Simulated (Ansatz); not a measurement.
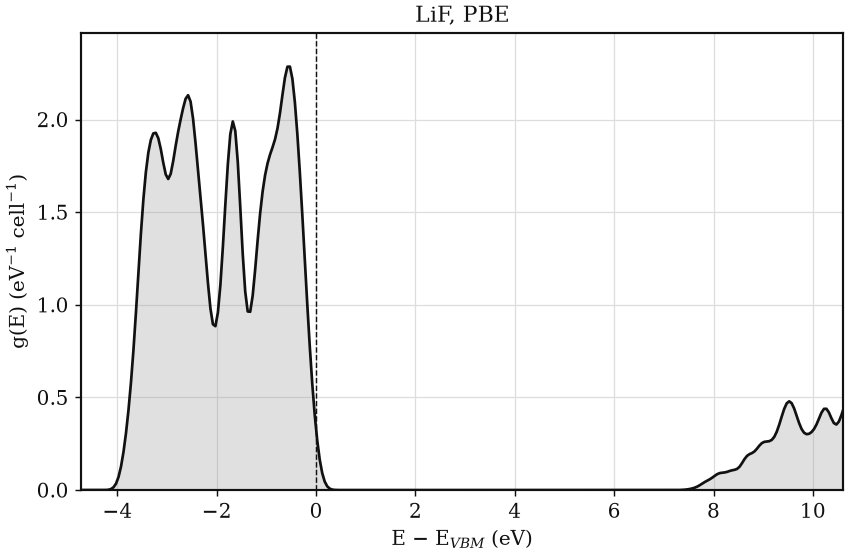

Density of states. Energies are counted from the top of the valence band. The curve is built from the levels of the k mesh with Gaussians 0.3 eV wide, which also blur the band edges.

Structure: LiF, space group P4/mmm, 2 atoms in the cell, CsCl type, uniaxial (x) strain +2.9%; a = 2.59 Å, b = 2.52 Å, c = 2.52 Å, α = 90.00°, β = 90.00°, γ = 90.00°.

Level of theory: DFT, PBE, plane waves, PAW, no spin polarisation, 10×10×10 k mesh, Fermi-Dirac smearing of 0.02 eV; code Ansatz 0.2.0.

Q: Is there a gap at the Fermi level, and how wide?

A: There is a gap; over the k points computed it is 7.61 eV (indirect; the smallest direct gap is 8.27 eV).

Q: How wide is the upper valence band?

A: The upper group of valence states starts about 3.8 eV under the valence-band top, with a gap beneath it; it holds about 6 electrons a cell.
